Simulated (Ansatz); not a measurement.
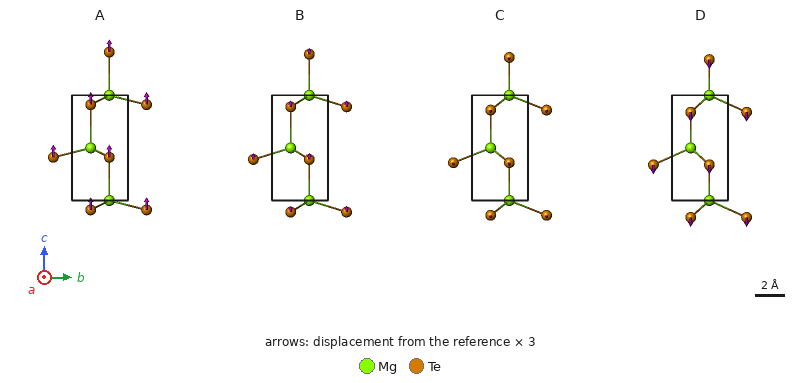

Frames of a one-coordinate scan of a crystal of MgTe (P6_3mc). Style: ball-and-stick. Shown: the cell of the calculation, along the a axis. Purple arrows: displacements from the reference.

Computed with Ansatz, DFT LDA, scalar-relativistic, plane waves, PAW. (plane-wave cutoff 420 eV; k-point mesh 9 × 9 × 4; occupations gaussian; smearing width 0.05 eV; no spin polarisation). Energies (free energies at the smearing named) are counted from the cell as listed in its source, which wasn't relaxed.

What is being scanned?

The whole Te sublattice is shifted rigidly, towards the nearest copy of atom 1 (Mg) at 2.736 Å, all else fixed. In the frames the displacement is −0.30 Å (A), −0.15 Å (B), 0.075 Å (C), 0.225 Å (D). Their energies are 180 meV/cell, 29 meV/cell, 60 meV/cell, 404 meV/cell.
